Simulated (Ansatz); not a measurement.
# Run report: C₂₁₆, single-point calculation (part 1 of 2)

The run: single-point calculation of C₂₁₆ (Fd-3m, 216 atoms in the cell). Method and program: DFT, PBEsol, PAW, plane waves (Ansatz 0.2.0).

The structure was built on a prototype by a generator.

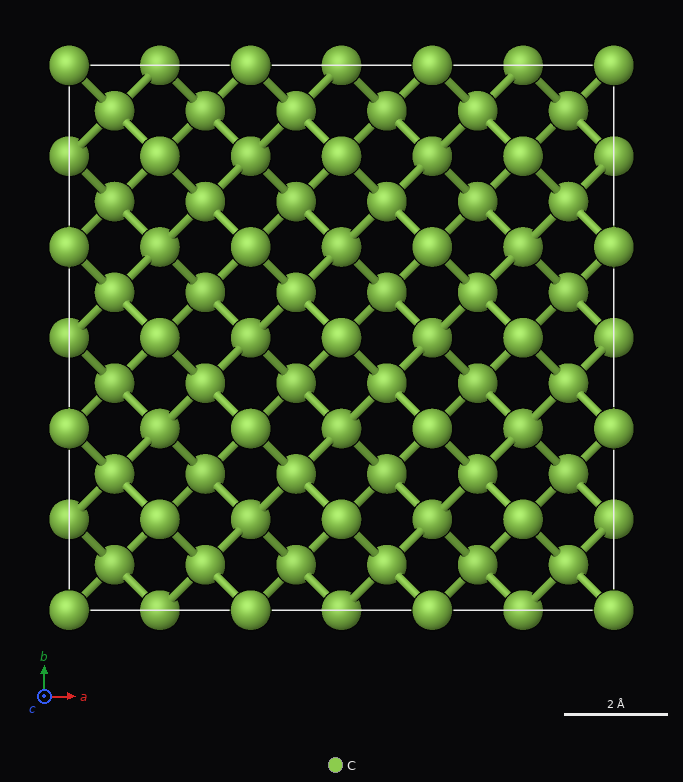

**Figure 1.** The structure as given in the input (ball-and-stick view of the cell of the calculation, along the c axis).

**Input file**
```yaml
crystal:
  lattice:
    - [10.661409, 0.000000, 0.000000]
    - [0.000000, 10.661409, 0.000000]
    - [0.000000, 0.000000, 10.661409]
  atoms:
    - { symbol: C, position: [0.000000, 0.000000, 0.000000] }
    - { symbol: C, position: [0.000000, 0.000000, 0.333333] }
    - { symbol: C, position: [0.000000, 0.000000, 0.666667] }
    - { symbol: C, position: [0.000000, 0.333333, 0.000000] }
    - { symbol: C, position: [0.000000, 0.333333, 0.333333] }
    - { symbol: C, position: [0.000000, 0.333333, 0.666667] }
    - { symbol: C, position: [0.000000, 0.666667, 0.000000] }
    - { symbol: C, position: [0.000000, 0.666667, 0.333333] }
    - { symbol: C, position: [0.000000, 0.666667, 0.666667] }
    - { symbol: C, position: [0.333333, 0.000000, 0.000000] }
    - { symbol: C, position: [0.333333, 0.000000, 0.333333] }
    - { symbol: C, position: [0.333333, 0.000000, 0.666667] }
    - { symbol: C, position: [0.333333, 0.333333, 0.000000] }
    - { symbol: C, position: [0.333333, 0.333333, 0.333333] }
    - { symbol: C, position: [0.333333, 0.333333, 0.666667] }
    - { symbol: C, position: [0.333333, 0.666667, 0.000000] }
    - { symbol: C, position: [0.333333, 0.666667, 0.333333] }
    - { symbol: C, position: [0.333333, 0.666667, 0.666667] }
    - { symbol: C, position: [0.666667, 0.000000, 0.000000] }
    - { symbol: C, position: [0.666667, 0.000000, 0.333333] }
    - { symbol: C, position: [0.666667, 0.000000, 0.666667] }
    - { symbol: C, position: [0.666667, 0.333333, 0.000000] }
    - { symbol: C, position: [0.666667, 0.333333, 0.333333] }
    - { symbol: C, position: [0.666667, 0.333333, 0.666667] }
    - { symbol: C, position: [0.666667, 0.666667, 0.000000] }
    - { symbol: C, position: [0.666667, 0.666667, 0.333333] }
    - { symbol: C, position: [0.666667, 0.666667, 0.666667] }
    - { symbol: C, position: [0.083333, 0.083333, 0.083333] }
    - { symbol: C, position: [0.083333, 0.083333, 0.416667] }
    - { symbol: C, position: [0.083333, 0.083333, 0.750000] }
    - { symbol: C, position: [0.083333, 0.416667, 0.083333] }
    - { symbol: C, position: [0.083333, 0.416667, 0.416667] }
    - { symbol: C, position: [0.083333, 0.416667, 0.750000] }
    - { symbol: C, position: [0.083333, 0.750000, 0.083333] }
    - { symbol: C, position: [0.083333, 0.750000, 0.416667] }
    - { symbol: C, position: [0.083333, 0.750000, 0.750000] }
    - { symbol: C, position: [0.416667, 0.083333, 0.083333] }
    - { symbol: C, position: [0.416667, 0.083333, 0.416667] }
    - { symbol: C, position: [0.416667, 0.083333, 0.750000] }
    - { symbol: C, position: [0.416667, 0.416667, 0.083333] }
    - { symbol: C, position: [0.416667, 0.416667, 0.416667] }
    - { symbol: C, position: [0.416667, 0.416667, 0.750000] }
    - { symbol: C, position: [0.416667, 0.750000, 0.083333] }
    - { symbol: C, position: [0.416667, 0.750000, 0.416667] }
    - { symbol: C, position: [0.416667, 0.750000, 0.750000] }
    - { symbol: C, position: [0.750000, 0.083333, 0.083333] }
    - { symbol: C, position: [0.750000, 0.083333, 0.416667] }
    - { symbol: C, position: [0.750000, 0.083333, 0.750000] }
    - { symbol: C, position: [0.750000, 0.416667, 0.083333] }
    - { symbol: C, position: [0.750000, 0.416667, 0.416667] }
    - { symbol: C, position: [0.750000, 0.416667, 0.750000] }
    - { symbol: C, position: [0.750000, 0.750000, 0.083333] }
    - { symbol: C, position: [0.750000, 0.750000, 0.416667] }
    - { symbol: C, position: [0.750000, 0.750000, 0.750000] }
    - { symbol: C, position: [0.166667, 0.166667, 0.000000] }
    - { symbol: C, position: [0.166667, 0.166667, 0.333333] }
    - { symbol: C, position: [0.166667, 0.166667, 0.666667] }
    - { symbol: C, position: [0.166667, 0.500000, 0.000000] }
    - { symbol: C, position: [0.166667, 0.500000, 0.333333] }
    - { symbol: C, position: [0.166667, 0.500000, 0.666667] }
    - { symbol: C, position: [0.166667, 0.833333, 0.000000] }
    - { symbol: C, position: [0.166667, 0.833333, 0.333333] }
    - { symbol: C, position: [0.166667, 0.833333, 0.666667] }
    - { symbol: C, position: [0.500000, 0.166667, 0.000000] }
    - { symbol: C, position: [0.500000, 0.166667, 0.333333] }
    - { symbol: C, position: [0.500000, 0.166667, 0.666667] }
    - { symbol: C, position: [0.500000, 0.500000, 0.000000] }
    - { symbol: C, position: [0.500000, 0.500000, 0.333333] }
    - { symbol: C, position: [0.500000, 0.500000, 0.666667] }
    - { symbol: C, position: [0.500000, 0.833333, 0.000000] }
    - { symbol: C, position: [0.500000, 0.833333, 0.333333] }
    - { symbol: C, position: [0.500000, 0.833333, 0.666667] }
    - { symbol: C, position: [0.833333, 0.166667, 0.000000] }
    - { symbol: C, position: [0.833333, 0.166667, 0.333333] }
    - { symbol: C, position: [0.833333, 0.166667, 0.666667] }
    - { symbol: C, position: [0.833333, 0.500000, 0.000000] }
    - { symbol: C, position: [0.833333, 0.500000, 0.333333] }
    - { symbol: C, position: [0.833333, 0.500000, 0.666667] }
    - { symbol: C, position: [0.833333, 0.833333, 0.000000] }
    - { symbol: C, position: [0.833333, 0.833333, 0.333333] }
    - { symbol: C, position: [0.833333, 0.833333, 0.666667] }
    - { symbol: C, position: [0.250000, 0.250000, 0.083333] }
    - { symbol: C, position: [0.250000, 0.250000, 0.416667] }
    - { symbol: C, position: [0.250000, 0.250000, 0.750000] }
    - { symbol: C, position: [0.250000, 0.583333, 0.083333] }
    - { symbol: C, position: [0.250000, 0.583333, 0.416667] }
    - { symbol: C, position: [0.250000, 0.583333, 0.750000] }
    - { symbol: C, position: [0.250000, 0.916667, 0.083333] }
    - { symbol: C, position: [0.250000, 0.916667, 0.416667] }
    - { symbol: C, position: [0.250000, 0.916667, 0.750000] }
    - { symbol: C, position: [0.583333, 0.250000, 0.083333] }
    - { symbol: C, position: [0.583333, 0.250000, 0.416667] }
    - { symbol: C, position: [0.583333, 0.250000, 0.750000] }
    - { symbol: C, position: [0.583333, 0.583333, 0.083333] }
    - { symbol: C, position: [0.583333, 0.583333, 0.416667] }
    - { symbol: C, position: [0.583333, 0.583333, 0.750000] }
    - { symbol: C, position: [0.583333, 0.916667, 0.083333] }
    - { symbol: C, position: [0.583333, 0.916667, 0.416667] }
    - { symbol: C, position: [0.583333, 0.916667, 0.750000] }
    - { symbol: C, position: [0.916667, 0.250000, 0.083333] }
    - { symbol: C, position: [0.916667, 0.250000, 0.416667] }
    - { symbol: C, position: [0.916667, 0.250000, 0.750000] }
    - { symbol: C, position: [0.916667, 0.583333, 0.083333] }
    - { symbol: C, position: [0.916667, 0.583333, 0.416667] }
    - { symbol: C, position: [0.916667, 0.583333, 0.750000] }
    - { symbol: C, position: [0.916667, 0.916667, 0.083333] }
    - { symbol: C, position: [0.916667, 0.916667, 0.416667] }
    - { symbol: C, position: [0.916667, 0.916667, 0.750000] }
    - { symbol: C, position: [0.166667, 0.000000, 0.166667] }
    - { symbol: C, position: [0.166667, 0.000000, 0.500000] }
    - { symbol: C, position: [0.166667, 0.000000, 0.833333] }
    - { symbol: C, position: [0.166667, 0.333333, 0.166667] }
    - { symbol: C, position: [0.166667, 0.333333, 0.500000] }
    - { symbol: C, position: [0.166667, 0.333333, 0.833333] }
    - { symbol: C, position: [0.166667, 0.666667, 0.166667] }
    - { symbol: C, position: [0.166667, 0.666667, 0.500000] }
    - { symbol: C, position: [0.166667, 0.666667, 0.833333] }
    - { symbol: C, position: [0.500000, 0.000000, 0.166667] }
    - { symbol: C, position: [0.500000, 0.000000, 0.500000] }
    - { symbol: C, position: [0.500000, 0.000000, 0.833333] }
    - { symbol: C, position: [0.500000, 0.333333, 0.166667] }
    - { symbol: C, position: [0.500000, 0.333333, 0.500000] }
    - { symbol: C, position: [0.500000, 0.333333, 0.833333] }
    - { symbol: C, position: [0.500000, 0.666667, 0.166667] }
    - { symbol: C, position: [0.500000, 0.666667, 0.500000] }
    - { symbol: C, position: [0.500000, 0.666667, 0.833333] }
    - { symbol: C, position: [0.833333, 0.000000, 0.166667] }
    - { symbol: C, position: [0.833333, 0.000000, 0.500000] }
    - { symbol: C, position: [0.833333, 0.000000, 0.833333] }
    - { symbol: C, position: [0.833333, 0.333333, 0.166667] }
    - { symbol: C, position: [0.833333, 0.333333, 0.500000] }
    - { symbol: C, position: [0.833333, 0.333333, 0.833333] }
    - { symbol: C, position: [0.833333, 0.666667, 0.166667] }
    - { symbol: C, position: [0.833333, 0.666667, 0.500000] }
    - { symbol: C, position: [0.833333, 0.666667, 0.833333] }
    - { symbol: C, position: [0.250000, 0.083333, 0.250000] }
    - { symbol: C, position: [0.250000, 0.083333, 0.583333] }
    - { symbol: C, position: [0.250000, 0.083333, 0.916667] }
    - { symbol: C, position: [0.250000, 0.416667, 0.250000] }
    - { symbol: C, position: [0.250000, 0.416667, 0.583333] }
    - { symbol: C, position: [0.250000, 0.416667, 0.916667] }
    - { symbol: C, position: [0.250000, 0.750000, 0.250000] }
    - { symbol: C, position: [0.250000, 0.750000, 0.583333] }
    - { symbol: C, position: [0.250000, 0.750000, 0.916667] }
    - { symbol: C, position: [0.583333, 0.083333, 0.250000] }
    - { symbol: C, position: [0.583333, 0.083333, 0.583333] }
    - { symbol: C, position: [0.583333, 0.083333, 0.916667] }
    - { symbol: C, position: [0.583333, 0.416667, 0.250000] }
    - { symbol: C, position: [0.583333, 0.416667, 0.583333] }
    - { symbol: C, position: [0.583333, 0.416667, 0.916667] }
    - { symbol: C, position: [0.583333, 0.750000, 0.250000] }
    - { symbol: C, position: [0.583333, 0.750000, 0.583333] }
    - { symbol: C, position: [0.583333, 0.750000, 0.916667] }
    - { symbol: C, position: [0.916667, 0.083333, 0.250000] }
    - { symbol: C, position: [0.916667, 0.083333, 0.583333] }
    - { symbol: C, position: [0.916667, 0.083333, 0.916667] }
    - { symbol: C, position: [0.916667, 0.416667, 0.250000] }
    - { symbol: C, position: [0.916667, 0.416667, 0.583333] }
    - { symbol: C, position: [0.916667, 0.416667, 0.916667] }
    - { symbol: C, position: [0.916667, 0.750000, 0.250000] }
    - { symbol: C, position: [0.916667, 0.750000, 0.583333] }
    - { symbol: C, position: [0.916667, 0.750000, 0.916667] }
    - { symbol: C, position: [0.000000, 0.166667, 0.166667] }
    - { symbol: C, position: [0.000000, 0.166667, 0.500000] }
    - { symbol: C, position: [0.000000, 0.166667, 0.833333] }
    - { symbol: C, position: [0.000000, 0.500000, 0.166667] }
    - { symbol: C, position: [0.000000, 0.500000, 0.500000] }
    - { symbol: C, position: [0.000000, 0.500000, 0.833333] }
    - { symbol: C, position: [0.000000, 0.833333, 0.166667] }
    - { symbol: C, position: [0.000000, 0.833333, 0.500000] }
    - { symbol: C, position: [0.000000, 0.833333, 0.833333] }
    - { symbol: C, position: [0.333333, 0.166667, 0.166667] }
    - { symbol: C, position: [0.333333, 0.166667, 0.500000] }
    - { symbol: C, position: [0.333333, 0.166667, 0.833333] }
    - { symbol: C, position: [0.333333, 0.500000, 0.166667] }
    - { symbol: C, position: [0.333333, 0.500000, 0.500000] }
    - { symbol: C, position: [0.333333, 0.500000, 0.833333] }
    - { symbol: C, position: [0.333333, 0.833333, 0.166667] }
    - { symbol: C, position: [0.333333, 0.833333, 0.500000] }
    - { symbol: C, position: [0.333333, 0.833333, 0.833333] }
    - { symbol: C, position: [0.666667, 0.166667, 0.166667] }
    - { symbol: C, position: [0.666667, 0.166667, 0.500000] }
    - { symbol: C, position: [0.666667, 0.166667, 0.833333] }
    - { symbol: C, position: [0.666667, 0.500000, 0.166667] }
    - { symbol: C, position: [0.666667, 0.500000, 0.500000] }
    - { symbol: C, position: [0.666667, 0.500000, 0.833333] }
    - { symbol: C, position: [0.666667, 0.833333, 0.166667] }
    - { symbol: C, position: [0.666667, 0.833333, 0.500000] }
    - { symbol: C, position: [0.666667, 0.833333, 0.833333] }
    - { symbol: C, position: [0.083333, 0.250000, 0.250000] }
    - { symbol: C, position: [0.083333, 0.250000, 0.583333] }
    - { symbol: C, position: [0.083333, 0.250000, 0.916667] }
    - { symbol: C, position: [0.083333, 0.583333, 0.250000] }
    - { symbol: C, position: [0.083333, 0.583333, 0.583333] }
    - { symbol: C, position: [0.083333, 0.583333, 0.916667] }
    - { symbol: C, position: [0.083333, 0.916667, 0.250000] }
    - { symbol: C, position: [0.083333, 0.916667, 0.583333] }
    - { symbol: C, position: [0.083333, 0.916667, 0.916667] }
    - { symbol: C, position: [0.416667, 0.250000, 0.250000] }
    - { symbol: C, position: [0.416667, 0.250000, 0.583333] }
    - { symbol: C, position: [0.416667, 0.250000, 0.916667] }
    - { symbol: C, position: [0.416667, 0.583333, 0.250000] }
    - { symbol: C, position: [0.416667, 0.583333, 0.583333] }
    - { symbol: C, position: [0.416667, 0.583333, 0.916667] }
    - { symbol: C, position: [0.416667, 0.916667, 0.250000] }
    - { symbol: C, position: [0.416667, 0.916667, 0.583333] }
    - { symbol: C, position: [0.416667, 0.916667, 0.916667] }
    - { symbol: C, position: [0.750000, 0.250000, 0.250000] }
    - { symbol: C, position: [0.750000, 0.250000, 0.583333] }
    - { symbol: C, position: [0.750000, 0.250000, 0.916667] }
    - { symbol: C, position: [0.750000, 0.583333, 0.250000] }
    - { symbol: C, position: [0.750000, 0.583333, 0.583333] }
    - { symbol: C, position: [0.750000, 0.583333, 0.916667] }
    - { symbol: C, position: [0.750000, 0.916667, 0.250000] }
    - { symbol: C, position: [0.750000, 0.916667, 0.583333] }
    - { symbol: C, position: [0.750000, 0.916667, 0.916667] }
kpoints:
  mp_grid: { grid: [1, 1, 1] }
hamiltonian:
  xc: pbesol
scf:
  occupations: { method: fermi_dirac, width: 0.01 }
output:
  forces: true
  eigenvalues: true
  stress: true
  populations: true
  eigenstates: { kpoints: [[0, 0, 0]], e_range: [-6.0, 6.0], localisation: true }
```

Hardware: 7 CPU threads, shared host.

**What the program printed**
```
Pseudopotentials: kind: paw
Functional definition: PBEsol
  exchange = pbesol_x
  correlation = pbesol_c
Crystal: 216 atoms, lattice volume = 1211.836 Å³
Basis set: ecut = 420 eV, 23703 PW (Γ), exchange–correlation on 144×144×144 points (8 copies of the dense FFT grid, shifted against one another)
Bands: 648, of which v1, the nominal top of the filled ones, is band 432 counted from 1 (431 counted from 0)
Symmetry: 5184 space group operations
Space group: Fd-3m (ITA 227), of the structure as read, at distance tolerance 1.1e-4 Å
k-points: 1
Non-local potential: C, projectors of the file, l = 0: 2, l = 1: 2, l = 2: 1
PAW form: soft (Blöchl's): semilocal exchange-correlation on the pseudo side does not see the compensation charge
PAW frozen core: C, regenerated for the run's functional, and the local potential with it (the file was generated under x = pbe(κ = 0.804, μ = 0.2195149727645171), c = pbe(β = 0.06672455060314922))
PAW one-centre angular grid: C, 110 points (default); XC on 64 Gauss nodes
Initial density: superposition of atomic densities (neutral atoms: chi_scale 0, normalization atom), corrected by the library's trained network
Initial wavefunctions: pseudopotential atomic-orbital guess
Functional: x = pbesol(κ = 0.804, μ = 0.12345679012345678), c = pbesol(β = 0.046)
SCF iter   1: F=—  HF=-53278.502822 eV  |F-HF|=—  |Δ(HF+E_count)|=         —  Δρ=5.13e-3  dr2=2.59e-1  ethr=1.77e-3  ⟨swp⟩=5.0  Hψ=2649  notcnv=0  defer=60
preconditioner: auto → Resta (q_TF=auto, 2.579 Å⁻¹)  ε∞=4.4  [insulator: Δε(μ)=4.040 eV  Ē_g=17.047 eV  σ=0.010 eV  W_gap=1.00  n_scr=364 (ndim 8)  ℏωp=31.4 eV  f_vac=0.000  D(μ)=0.00/eV (n_scr^D=0)  ε∞_Penn≈4.4]
SCF iter   2: F=—  HF=-53278.458091 eV  |F-HF|=—  |Δ(HF+E_count)|=   4.47e-2  Δρ=2.77e-3  dr2=7.91e-2  ethr=2.99e-5  ⟨swp⟩=2.0  Hψ=1184  notcnv=0  defer=210
SCF iter   3: F=—  HF=-53278.440223 eV  |F-HF|=—  |Δ(HF+E_count)|=   1.79e-2  Δρ=2.71e-4  dr2=4.74e-4  ethr=9.16e-6  ⟨swp⟩=2.0  Hψ=717  notcnv=0  defer=210
SCF iter   4: F=—  HF=-53278.440620 eV  |F-HF|=—  |Δ(HF+E_count)|=   3.97e-4  Δρ=5.03e-5  dr2=1.15e-5  ethr=5.49e-8  ⟨swp⟩=2.0  Hψ=761  notcnv=0  defer=210
SCF iter   5: F=—  HF=-53278.446379 eV  |F-HF|=—  |Δ(HF+E_count)|=   5.76e-3  Δρ=6.51e-6  dr2=1.22e-7  ethr=1.34e-9  ⟨swp⟩=2.0  Hψ=867  notcnv=0  defer=210
SCF iter   6: F=-53278.446379 eV  HF=-53278.446379 eV  |F-HF|=2.91e-11  |Δ(HF+E_count)|=   1.19e-7  Δρ=2.73e-7  dr2=5.49e-10  ethr=1.16e-11  ⟨swp⟩=13.0  Hψ=3466  notcnv=0
SCF 1 converged in 6 iterations: F = -53278.446379 eV  dr2 = 5.49e-10
  greatest PAW one-centre occupation: 0.643 electrons in one spin orbital (limit 2), on the C atom at site 215 (counted from 0), in its partial waves of l = 0
```

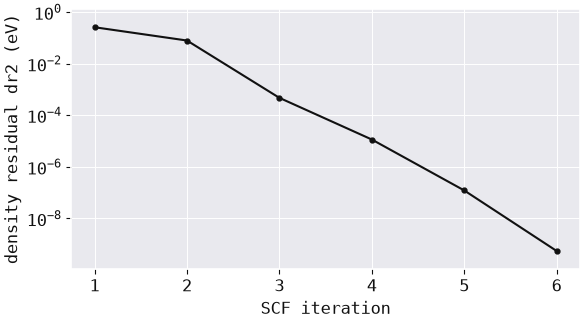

**Figure 2.** Convergence of the self-consistent field: density residual dr2 against the SCF iteration. The residual falls at every step.

```
NSCF: frozen V_eff on 1 k-points
SCF converged after 6 iterations
Free energy (F): -53278.446379 eV
Harris-Foulkes:  -53278.446379 eV  (|F-HF|=2.91e-11)
Internal energy: -53278.446379 eV  (E = F + TS)
E sigma→0 (E₀):  -53278.446379 eV
Fermi energy:    15.520816 eV
--- Per-component energies (eV) ---
  E_band       = 3820.084292
  E_kinetic    = 19955.202689
  E_local      = -13062.001407  (includes V_loc(G=0)·N_el)
  E_nonlocal   = 5778.163715
  E_hartree    = 2829.086324
  E_xc         = -10466.914171
  E_vxc        = -13034.578066  (∫ρ·V_xc dr)
  E_paw        = -20599.913040  (= ΣΔE_a)
  E_vpaw       = -1474.879224  (= ΣTr[D̂ρ^β])
  E_aug_tail   = 0.001865  (compensation charges beyond the density's cutoff)
  E_ewald      = -37716.630063
  E_core_change = 4.557709  (= ΣΔE_core)
  E_smearing   = -0.000000  (= −TS)
  E_closure    = -0.000000  (closes the sum)
  Σ components = -53278.446379   (vs F -53278.446379, Δ=0.00e0)
--- Forces (eV/Å), atoms counted from 1 ---
  atom   1  C      0.00000000     0.00000000     0.00000000
  atom   2  C     -0.00000000     0.00000000     0.00000000
  atom   3  C     -0.00000000     0.00000000     0.00000000
  atom   4  C     -0.00000000    -0.00000000     0.00000000
  atom   5  C      0.00000000    -0.00000000     0.00000000
  atom   6  C      0.00000000    -0.00000000     0.00000000
  atom   7  C      0.00000000     0.00000000    -0.00000000
  atom   8  C      0.00000000     0.00000000     0.00000000
  atom   9  C     -0.00000000     0.00000000     0.00000000
  atom  10  C     -0.00000000     0.00000000     0.00000000
  atom  11  C     -0.00000000     0.00000000     0.00000000
  atom  12  C     -0.00000000     0.00000000     0.00000000
  atom  13  C     -0.00000000     0.00000000    -0.00000000
  atom  14  C     -0.00000000     0.00000000    -0.00000000
  atom  15  C     -0.00000000     0.00000000     0.00000000
  atom  16  C     -0.00000000     0.00000000     0.00000000
  atom  17  C     -0.00000000     0.00000000     0.00000000
  atom  18  C     -0.00000000     0.00000000     0.00000000
  atom  19  C     -0.00000000     0.00000000     0.00000000
  atom  20  C     -0.00000000    -0.00000000     0.00000000
  atom  21  C     -0.00000000     0.00000000     0.00000000
  atom  22  C     -0.00000000    -0.00000000     0.00000000
  atom  23  C     -0.00000000    -0.00000000     0.00000000
  atom  24  C     -0.00000000    -0.00000000     0.00000000
  atom  25  C     -0.00000000    -0.00000000     0.00000000
  atom  26  C     -0.00000000    -0.00000000     0.00000000
  atom  27  C     -0.00000000    -0.00000000     0.00000000
  atom  28  C     -0.00000000     0.00000000    -0.00000000
  atom  29  C     -0.00000000     0.00000000    -0.00000000
  atom  30  C     -0.00000000     0.00000000    -0.00000000
  atom  31  C     -0.00000000     0.00000000    -0.00000000
  atom  32  C     -0.00000000     0.00000000    -0.00000000
  atom  33  C     -0.00000000    -0.00000000    -0.00000000
  atom  34  C     -0.00000000     0.00000000    -0.00000000
  atom  35  C     -0.00000000     0.00000000    -0.00000000
  atom  36  C     -0.00000000     0.00000000    -0.00000000
  atom  37  C     -0.00000000    -0.00000000    -0.00000000
  atom  38  C     -0.00000000     0.00000000    -0.00000000
  atom  39  C     -0.00000000    -0.00000000    -0.00000000
  atom  40  C     -0.00000000    -0.00000000    -0.00000000
  atom  41  C     -0.00000000     0.00000000    -0.00000000
  atom  42  C     -0.00000000    -0.00000000    -0.00000000
  atom  43  C     -0.00000000    -0.00000000    -0.00000000
  atom  44  C     -0.00000000    -0.00000000    -0.00000000
  atom  45  C     -0.00000000    -0.00000000    -0.00000000
  atom  46  C     -0.00000000    -0.00000000    -0.00000000
  atom  47  C     -0.00000000    -0.00000000    -0.00000000
  atom  48  C     -0.00000000    -0.00000000    -0.00000000
  atom  49  C     -0.00000000    -0.00000000    -0.00000000
  atom  50  C     -0.00000000    -0.00000000    -0.00000000
  atom  51  C     -0.00000000    -0.00000000    -0.00000000
  atom  52  C     -0.00000000    -0.00000000    -0.00000000
```
